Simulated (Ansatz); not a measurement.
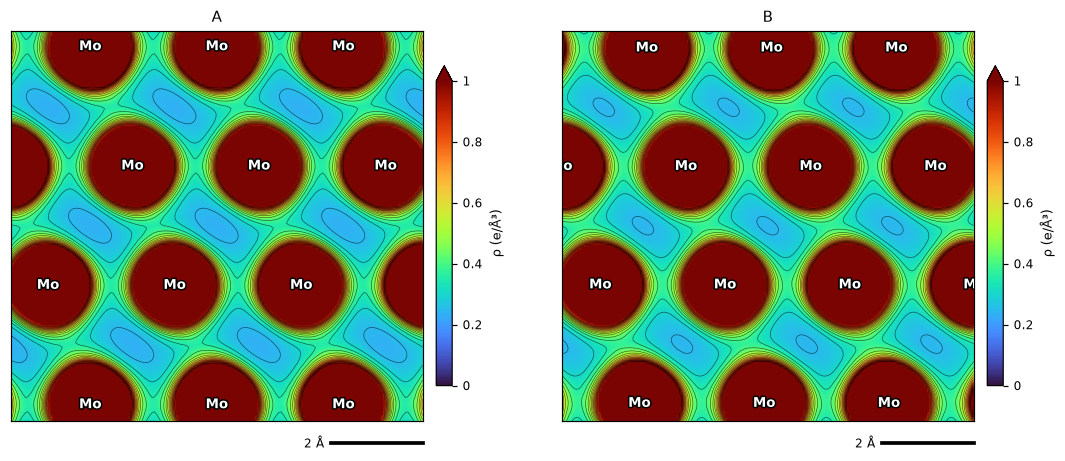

Mo. The valence charge density (pseudo) of two cells that differ in size and shape, on the (100) plane of each (indices in the axes of the calculation cell), at one length scale and on one colour scale: A has 16.2 Å³ an atom and B 15.5.

Computed without spin polarisation.

Method: DFT r2SCAN, scalar-relativistic, plane waves, PAW (Ansatz).

The larger cell:

```cif
data_structure
_symmetry_space_group_name_H-M 'P 1'
_symmetry_Int_Tables_number 1
_cell_length_a 2.7619
_cell_length_b 2.7619
_cell_length_c 2.7619
_cell_angle_alpha 109.471
_cell_angle_beta 109.471
_cell_angle_gamma 109.471
_cell_volume 16.22
loop_
_atom_site_label
_atom_site_type_symbol
_atom_site_fract_x
_atom_site_fract_y
_atom_site_fract_z
_atom_site_occupancy
Mo1 Mo 0.00000 0.00000 0.00000 1
```

The smaller cell: a = 2.722 Å, b = 2.722 Å, c = 2.722 Å, α = 108.27°, β = 108.27°, γ = 111.90°.

What does the compression do to the bonding and the properties?

Answer. From the larger cell to the smaller, Mo–Mo goes from 2.76 to 2.72 Å, and the density at its midpoint from 0.36 to 0.38 e/Å³; the pressure goes from −9 to 2.8 GPa.
